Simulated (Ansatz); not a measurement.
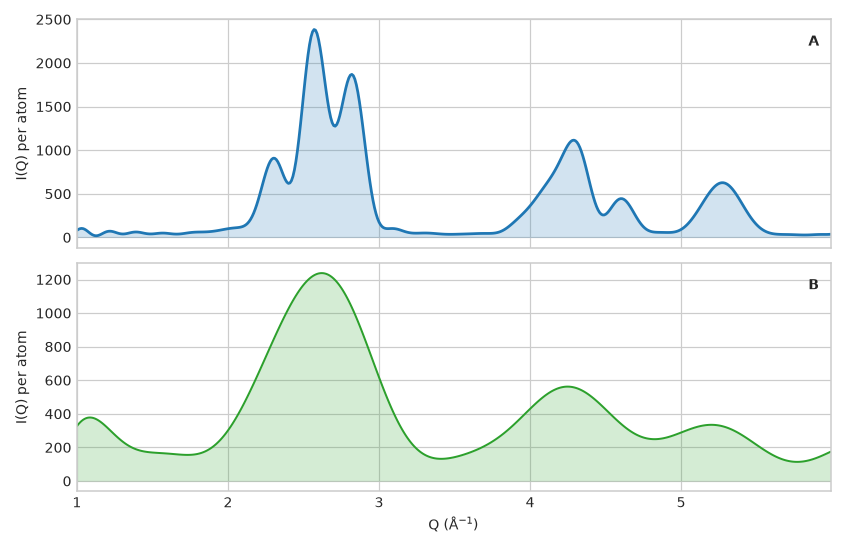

X-ray scattering of spheres cut from the crystal structure of Ga (Pm-3n, a = 5.451 Å, b = 5.451 Å, c = 5.451 Å, α = 90.00°, β = 90.00°, γ = 90.00°), calculated atom by atom with the Debye equation (B = 0.5 Å², no relaxation of the surface). Structure used: coordinates from a relaxation with Ansatz, DFT, RPBE, plane waves (420 eV) with PAW, scalar-relativistic; the starting structure was generated, so it need not be a known form of this composition.

Q: The spheres are 10 and 36 Å across. Which curve is which?

A: curve A: 36 Å (1231 atoms); curve B: 10 Å (33 atoms). Peak widths go roughly as 2π/D, so the largest sphere has the sharpest peaks.

Q: Index the main peaks of the largest sphere.

A: Q ≈ 2.30 Å⁻¹: 200; Q ≈ 2.57 Å⁻¹: 210; Q ≈ 2.82 Å⁻¹: 211; Q ≈ 4.29 Å⁻¹: 321; Q ≈ 4.60 Å⁻¹: 400; Q ≈ 5.27 Å⁻¹: 421.
